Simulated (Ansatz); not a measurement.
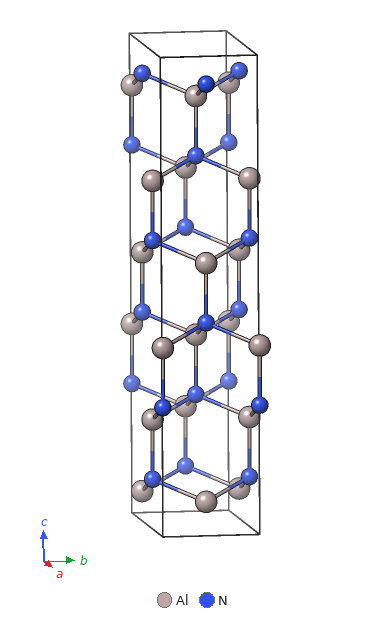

This ball-and-stick model is shown from a general direction. The conventional unit cell is drawn as a box.

AlN, space group Cm (No. 8), a = 5.35 Å, b = 3.09 Å, c = 15.14 Å, α = 90.00°, β = 91.69°, γ = 90.00°.

Results below were computed with Ansatz, DFT r2SCAN, scalar-relativistic, plane waves, PAW; the settings were a cutoff energy of 500 eV, k-points about 0.29 Å⁻¹ apart, Gaussian smearing of 0.05 eV, no spin polarisation.

**Metal or not?**

An insulator at this level, with a gap of 3.68 eV on the k-mesh (the true edges may lie between mesh points, so the gap can be somewhat smaller).

**Would the cell expand or shrink if it could?**

The computed pressure is -0.2 GPa (stretched: it would shrink). The stress isn't hydrostatic: its largest component is 3.2 GPa.

Provenance: a structure listed in the Materials Project. The cell was then strained or its atoms displaced on purpose. A calculation with Ansatz used it as input.

At this level of theory the run's own cell isn't at rest (forces up to 1.0 eV/Å), so its distances can differ from those at equilibrium, the more so the softer the solid.
